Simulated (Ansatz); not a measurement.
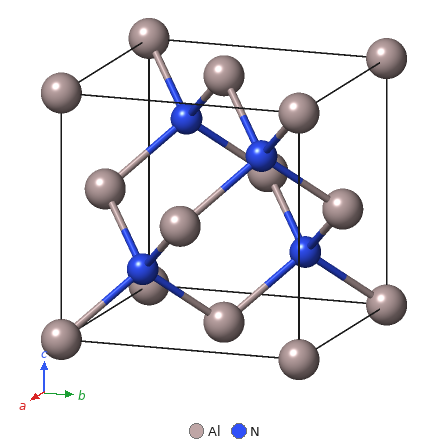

System: AlN, space group F-43m (No. 216). The picture shows the conventional cell.

The given structure:
```cif
data_structure
_symmetry_space_group_name_H-M 'P 1'
_symmetry_Int_Tables_number 1
_cell_length_a 3.0886
_cell_length_b 3.0886
_cell_length_c 3.0886
_cell_angle_alpha 60.000
_cell_angle_beta 60.000
_cell_angle_gamma 60.000
_cell_volume 20.83
loop_
_atom_site_label
_atom_site_type_symbol
_atom_site_fract_x
_atom_site_fract_y
_atom_site_fract_z
_atom_site_occupancy
Al1 Al 0.00000 0.00000 0.00000 1
N1 N 0.25000 0.25000 0.25000 1
```

How it was computed, with Ansatz 0.2.0: plane-wave DFT, no spin polarisation; energies at scaled volumes of the given cell, shape and fractions fixed, counted from the fit's minimum, third-order Birch-Murnaghan fit. Level: PBE with D4.

k mesh 10×10×10; occupations Fermi–Dirac; smearing width 0.05 eV; potentials Ansatz PAW; wave cutoff 420 eV; density cutoff 1680 eV.

Predict the energy against volume. The volume takes the values 9.79, 10.00, 10.21, 10.42, 10.63, 10.83, 11.04 Å³/atom.

A third-order Birch–Murnaghan fit gives V0 = 10.43 Å³/atom, B0 = 201 GPa and B′ = 3.8. The energy is 26.81 meV/atom at volume 9.79 Å³/atom and 20.85 meV/atom at 11.04 Å³/atom; the lowest computed point is at volume 10.42 Å³/atom (0.02 meV/atom), and no other minimum shows.

```csv
volume (Å³/atom),energy (meV/atom)
9.79,26.81
10.00,11.70
10.21,2.93
10.42,0.02
10.63,2.32
10.83,9.40
11.04,20.85
```

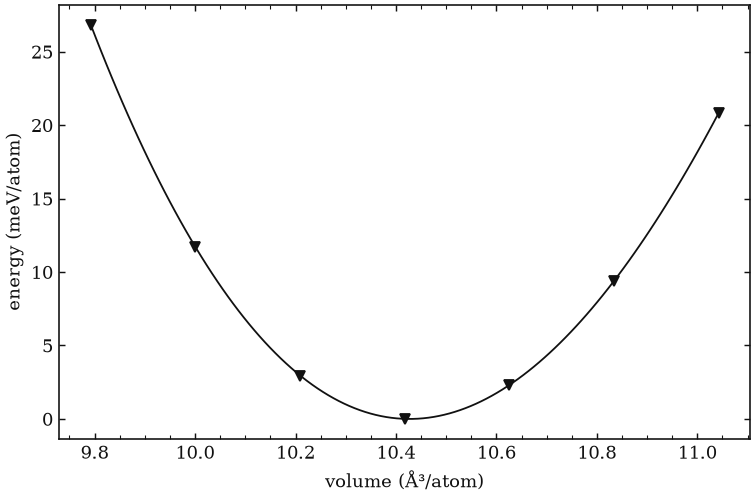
